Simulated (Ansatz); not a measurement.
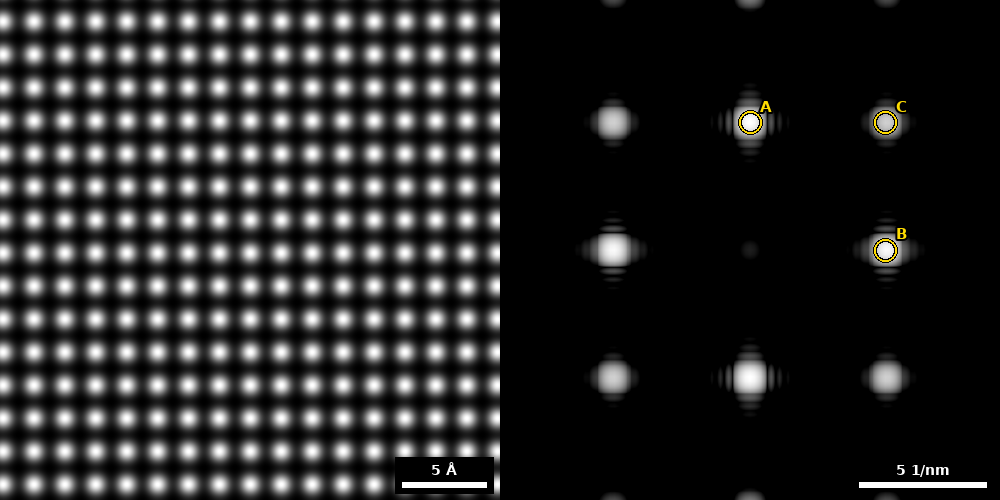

Dark-field STEM-like image of a crystal. Simulated incoherent Z contrast: every atom adds Z^1.8 spread by a probe of 1.00 Å full width; channelling and multiple scattering are left out.

The right panel is the modulus of the image's Fourier transform on a logarithmic scale.

Q: Which lattice spacings do the marked spots stand for, and what angle do A and B enclose?

A: 2.0 Å, B: 1.9 Å, C: 1.4 Å; A and B enclose about 90°.

The crystal is Be (P6/mmm, No. 191) along [210]; the spots are (0 0 -1), (1 -2 0) and (1 -2 -1). Structure used: the geometry relaxed with DFT PBE, scalar-relativistic, plane waves, PAW in Ansatz 0.2.0; the starting structure was generated, so it need not be a known form of this composition.
